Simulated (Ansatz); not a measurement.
Run report: Ti$_{12}$HO$_{24}$, geometry relaxation (part 5 of 5)

Ti$_{12}$HO$_{24}$ (slab, 37 atoms in the cell); DFT PBE+D3(BJ), scalar-relativistic, plane waves, PAW, spin-polarised (Ansatz 0.2.0); cutoff 420 eV, 4×5×1 k-mesh, Gaussian smearing of 0.05 eV, collinear spins. The structure derives from an entry of the Crystallography Open Database. The input holds or restrains some coordinates. Forces given for the steps count only the free coordinates.

## Trajectory as extended XYZ, continued
```
37
Lattice="7.5747 0.0000 0.0000 -1.8937 5.1467 0.0000 0.0000 0.0000 28.3895" Properties=species:S:1:pos:R:3:forces:R:3 step=16 energy=-43682.88761
O     0.0000    3.2456    8.5000    0.0028  -1.6801   1.1580
O     3.7874    3.2456    8.5000   -0.0028  -1.6821   1.1547
Ti    0.0000    1.3935    9.2329   -0.0027   3.6057   1.4134
Ti    3.7874    1.3935    9.2329    0.0031   3.6137   1.4126
O     1.8937    1.0206    9.3804   -0.0007   0.2229  -0.9907
O     5.6811    1.0206    9.3804    0.0003   0.2259  -0.9924
O     1.8937    4.6882    9.9657   -0.0034   0.2917   0.0618
O     5.6811    4.6882    9.9657    0.0037   0.2924   0.0567
Ti    0.0000    4.3153   10.1133   -0.0094  -1.5239  -2.4765
Ti    3.7874    4.3153   10.1133    0.0087  -1.5254  -2.4572
O     0.0000    2.4632   10.8462    0.0049  -0.9496   0.2440
O     3.7874    2.4632   10.8462   -0.0049  -0.9652   0.2272
O     0.0000    4.6391   12.0217   -0.0019  -0.1461   0.6173
O     3.7874    4.6391   12.0217    0.0023  -0.1453   0.5501
Ti    0.0000    2.7870   12.7546    0.0345  -0.0631  -0.0394
Ti    3.7874    2.7870   12.7546   -0.0351   0.0082   0.0066
O     1.8937    2.4141   12.9021   -0.0257   0.1230  -0.0428
O     5.6811    2.4141   12.9021    0.0253   0.2968   0.1002
O     3.7878    0.9406   13.4868   -0.0010  -0.0003   0.0015
O    -0.0005    0.9247   13.4727    0.0032   0.0003   0.0031
Ti    1.8968    0.5640   13.5518    0.0001  -0.0017  -0.0047
Ti    5.6777    0.5521   13.5574   -0.0009  -0.0013  -0.0073
O     0.0676    3.8946   14.4521   -0.0001   0.0015  -0.0016
O     3.7204    3.8939   14.4491    0.0001  -0.0001  -0.0008
O     1.8683    1.0332   15.4926    0.0006  -0.0016  -0.0084
O     5.7066    1.0201   15.4898    0.0002  -0.0003  -0.0038
Ti   -0.0910    4.3034   16.3104   -0.0024  -0.0010  -0.0044
Ti    3.8804    4.3049   16.3253    0.0069  -0.0118  -0.0039
O     1.8933    4.1152   16.8172   -0.0109  -0.0003   0.0047
O     5.6835    3.9845   16.4932   -0.0082  -0.0006   0.0032
O     3.7835    2.4756   17.1436    0.0036   0.0005  -0.0027
O     0.0041    2.4998   17.1596   -0.0008  -0.0002  -0.0012
Ti    1.8868    1.9052   17.0551    0.0016   0.0059   0.0109
Ti    5.6892    1.9145   17.0385   -0.0018   0.0172   0.0025
O     1.8805    0.3798   17.9147    0.0021   0.0003  -0.0005
O     5.6974    0.3666   17.8993    0.0016  -0.0037   0.0137
H     1.8895    4.6314   17.6539    0.0068  -0.0021  -0.0039
```

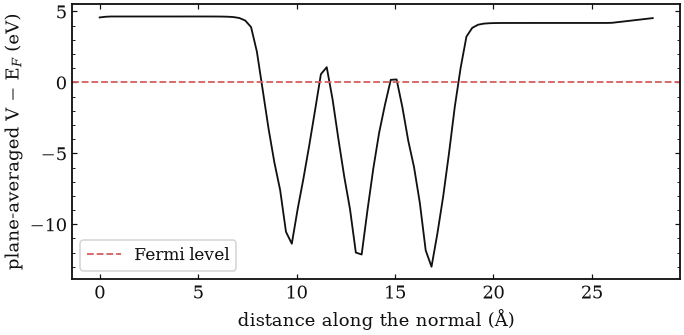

*Plane average of the electrostatic potential energy of an electron across the cell, from the Fermi level.*

The vacuum level lies 4.19 eV above the Fermi level on the upper side and 4.65 eV on the lower.

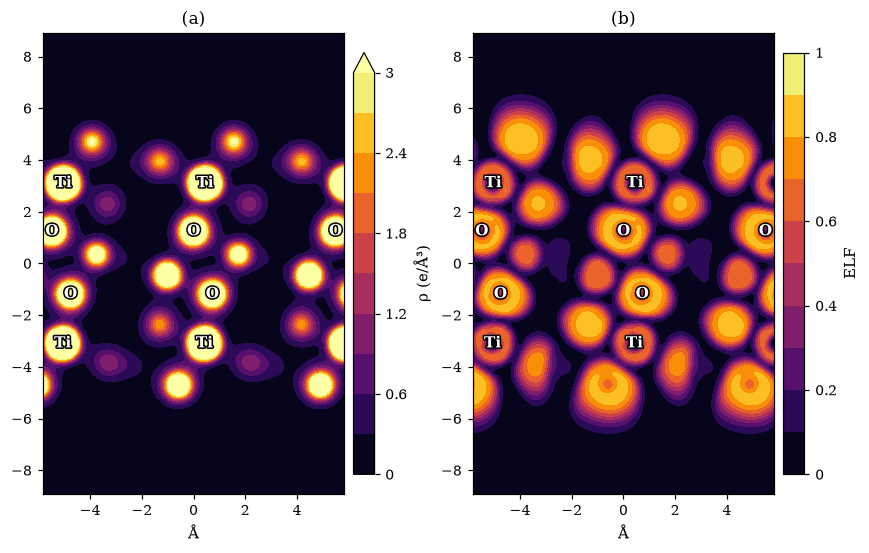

*(a) valence electron density; (b) ELF on the (100) plane of the calculation cell, a cut from vacuum to vacuum.*

The section cuts through Ti and O sites. Ti–O (1.91 Å): ρ is about 0.79 e/Å³ halfway; the ELF is about 0.25 at the midpoint; no shared pair; the contact is polar. Ti–O (1.94 Å): ρ is about 0.71 e/Å³ halfway; the ELF is about 0.20 at the midpoint; a polar contact without a shared pair, in a metal. The density dies away to nearly zero in the vacuum. The strong features right at Ti lie inside the PAW spheres (semicore, d or f shells) and say nothing about bonding. In a PAW calculation such maps are meaningful between the atoms, not at the nuclei.

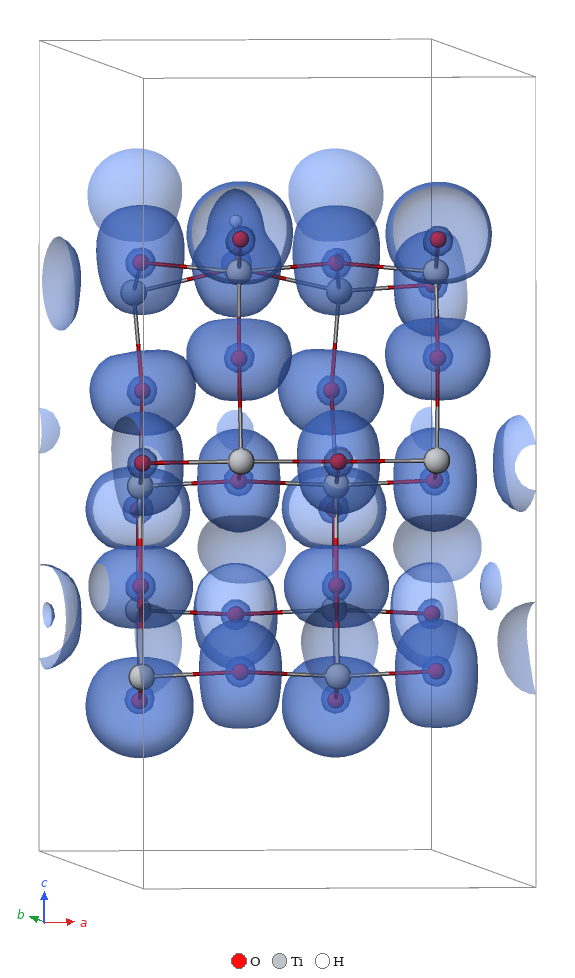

*Isosurface of the electron localisation function at 0.6 (blue), seen slightly off an axis. Only the valence region is drawn (cores and ρ < 0.01 e/Å³ removed). Sticks mark near contacts.*

Values along the shortest contacts: Ti–O (1.75 Å): the ELF is about 0.30 at the midpoint; no shared pair; the contact is polar.
